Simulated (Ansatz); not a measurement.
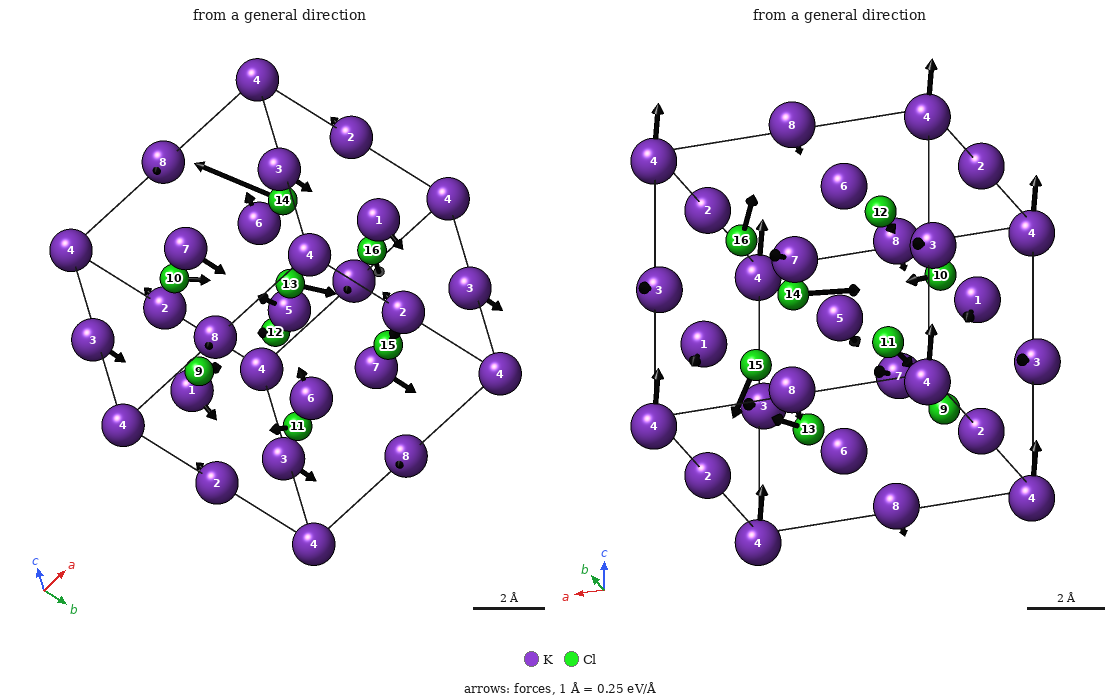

This spheres-only model is shown from two general directions. Atoms at the boundary of the simulation cell (the box) are drawn once for each face, edge or corner they touch. The arrows are the computed forces on the atoms.

System: KCl. Theory: DFT PBE, scalar-relativistic, plane waves, PAW (Ansatz 0.2.0). Numerical settings: E_cut = 420 eV, 4×4×4 k-points, Fermi-Dirac smearing of 0.02 eV, no spin polarisation.

Are the forces small enough to call this converged?

Answer. No. The atoms still feel forces of up to about 0.59 eV/Å, far above a usual threshold of 0.01 to 0.03 eV/Å.

Identify the atom with the maximum force.

Answer. Cl14, about 0.59 eV/Å.

The cell started as a structure listed in the Materials Project. The cell was then strained or its atoms displaced on purpose. Ansatz was used for an electronic-structure calculation on it.
